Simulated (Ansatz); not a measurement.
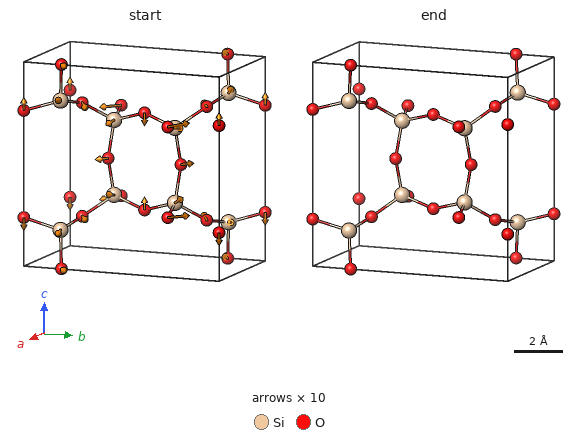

The structure of crystalline SiO₂ (set up in Pnnm) before (left) and after (right) a relaxation, at one scale. The orange arrows give the displacements (the part carried along by the change of the cell is left out), 10 times their true length.

Style: ball-and-stick. Shown: the cell of the calculation, slightly off an axis.

Case: volume × 1.03, shape and atoms relaxed.

Computed with DFT LDA, scalar-relativistic, plane waves, PAW in Ansatz 0.2.0. (plane-wave cutoff 420 eV; k-point mesh 6 × 4 × 4; occupations gaussian; smearing width 0.02 eV; no spin polarisation; cell relaxed at fixed volume; force threshold 0.01 eV/Å; at most 30 steps)

Question: Describe what moved and what it gained.

Answer: The largest moves relative to the cell, 0.12 Å, are those of O atoms. Largest moves by element: O 0.12 Å, Si 0.07 Å. The drawn cell changes at constant volume: a 4.974 → 4.988 Å (+0.3 %), b 8.823 → 8.813 Å (−0.1 %), c 8.660 → 8.645 Å (−0.2 %). Some distances before and after: O–Si 1.624 → 1.607 Å. Among the angles between lasting bonds that change: Si–O–Si 141.7° → 145.8°, Si–O–Si 146.3° → 149.4°. The space group stays Pnnm (No. 58). After 4 accepted moves (5 points after the start) the energy has fallen by 6.0 meV per atom. The largest force component goes from 0.29 to 0.0045 eV/Å. Pressure: −4.50 GPa at the start and −0.40 GPa at the end. At 1 point the geometry stayed and the basis and grid were re-selected for the new cell (energy shift of less than 0.05 meV per atom at most each time).
